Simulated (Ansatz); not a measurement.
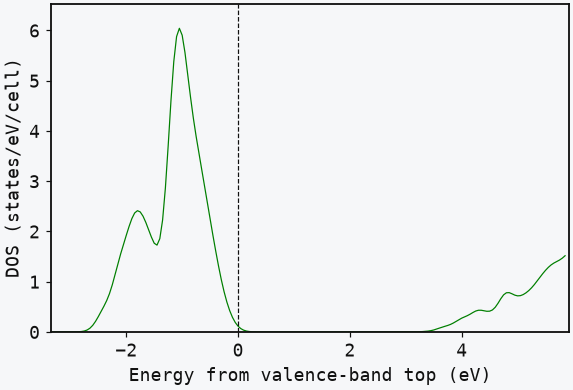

Density of states. Energies are counted from the top of the valence band. The curve is built from the levels of the k mesh with Gaussians 0.3 eV wide, which also blur the band edges.

This input was run:

```
crystal:
  lattice:
    - [0.0, 2.5334912059, 2.3348363765]
    - [2.5334912059, 0.0, 2.3348363765]
    - [2.5334912059, 2.5334912059, 0.0]
  atoms:
    - { symbol: Ca, position: [0.0, 0.0, 0.0] }
    - { symbol: O, position: [0.5, 0.5, 0.5] }
kpoints:
  mp_grid: { grid: [10, 10, 10] }
  band_path:
    path:
      - [0.0, 0.0, 0.0]
      - [0.5, 0.0, 0.5]
      - [0.625, 0.25, 0.625]
      - [0.375, 0.375, 0.75]
      - [0.5, 0.5, 0.5]
      - [0.5, 0.25, 0.75]
    npoints: 1
hamiltonian:
  xc: pbe
scf:
  occupations: { method: fermi_dirac, width: 0.02 }
  n_extra_bands: 4
output:
  forces: true
  stress: true
  eigenvalues: true
```

Launched with:
```bash
ansatz run input.yaml --threads 4 --pin off --max-ram 3686MiB --backend cpu --events-out ev --progress --plain --runs-dir out
```

**Is there a gap at the Fermi level, and how wide?**

There is a gap; over the k points computed it is 3.39 eV (indirect; the smallest direct gap is 3.87 eV).

**Where is the tallest peak of the filled states in the window?**

Within the window shown, the tallest peak of the filled states lies 1.1 eV under the valence-band top, at about 6 states per eV and cell.

**How wide is the upper valence band?**

The upper group of valence states starts about 2.6 eV under the valence-band top, with a gap beneath it; it holds about 6 electrons a cell.
